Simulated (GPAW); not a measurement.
Consider KBr (Fm-3m).

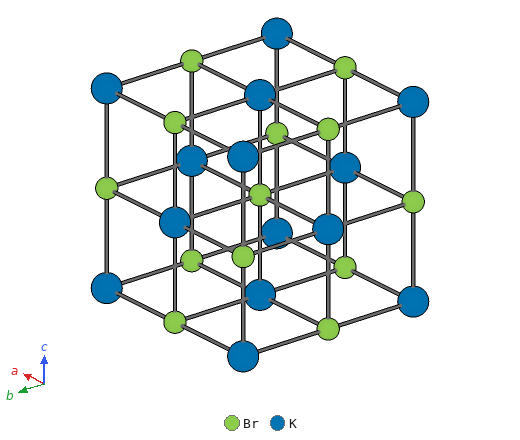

The structure (bromine green, potassium blue). Some periodic images of atoms are drawn too.

```xyz
2
Lattice="0.0000 3.3000 3.3000 3.3000 0.0000 3.3000 3.3000 3.3000 0.0000" Properties=species:S:1:pos:R:3 pbc="T T T"
Br    3.3000    3.3000    3.3000
K     0.0000    0.0000    0.0000
```

Absorber: atom 2, with 6 Br at 3.30 Å (octahedral, site symmetry m-3m). Method: GPAW, PBE, full core hole (charged cell), 8-atom cell with 6.6 Å between holes, 3×3×3 k points, dipole transitions, Gaussian full width 0.9 eV up to 4 eV, rising linearly to 3.5 eV at 25 eV.

**Question.** Predict the near-edge structure at the K K edge.

Main maxima up to 30 eV above the zero (height): 1.7 eV (0.89), 3.4 eV (1.61), 5.3 eV (1.84), 6.8 eV (2.01), 16.7 eV (1.39) and 23.9 eV (1.01). A K edge sees empty p states on the absorber. The total-energy difference plus the lowest empty eigenvalue puts the zero at 3623.78 eV. One term is added: -19.86 eV, since the hole is spin-paired here and a spin-polarised one costs that much less in the free atom (computed apart). The photon energy is then 3603.92 eV. The tabulated edge of the element is 3608.4 eV. The functional and the charged cell's background leave an error of a few eV in such absolute values.

The K K spectrum (energy from the lowest empty level; intensity scaled to a mean of 1 over the first 20 eV):

```
E (eV)  intensity
  -2.0       0.00
  -0.5       0.00
   1.0       0.25
   2.5       0.48
   4.0       0.99
   5.5       1.76
   7.0       1.95
   8.5       1.08
  10.0       0.51
  11.5       0.75
  13.0       0.65
  14.5       0.75
  16.0       1.31
  17.5       1.31
  19.0       1.03
  20.5       0.81
  22.0       0.85
  23.5       1.01
  25.0       0.98
  26.5       0.98
  28.0       0.99
  29.5       0.99
  31.0       0.99
```

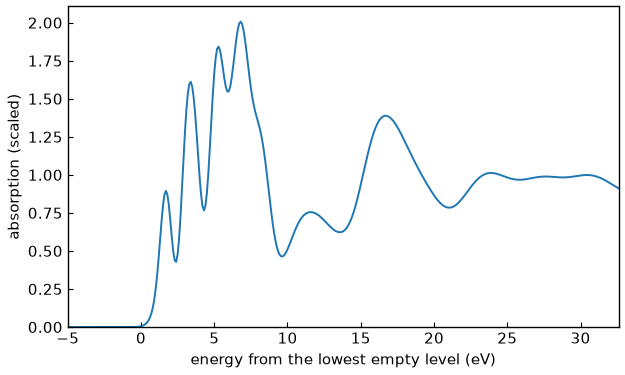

The K K edge.

The mesh is coarse (0.32 Å⁻¹ between points), so small maxima may be mesh ripples. The structure is a published determination, not relaxed.

[Banner, clock and machine lines of the logs are left out without a mark of their own.]

[Logs are printed without paths, hosts, clocks, repeated set-up lines and the standing remarks that a program may print on its own settings, such as how far it seeks lower states.]

[Hosts, paths, dates, database ids (printed as entryN), source tags and the programs' standing remarks are cut or masked in the printed files.]

[Lists of maxima count a maximum above −3 eV only where it reaches 4 % of the highest in the window and stands out from its surroundings by 2 % of it (1.5 % where it reaches 55 %); shoulders and weaker maxima are passed over, and of the rest the first, up to two pre-edge ones and the few strongest are named.]
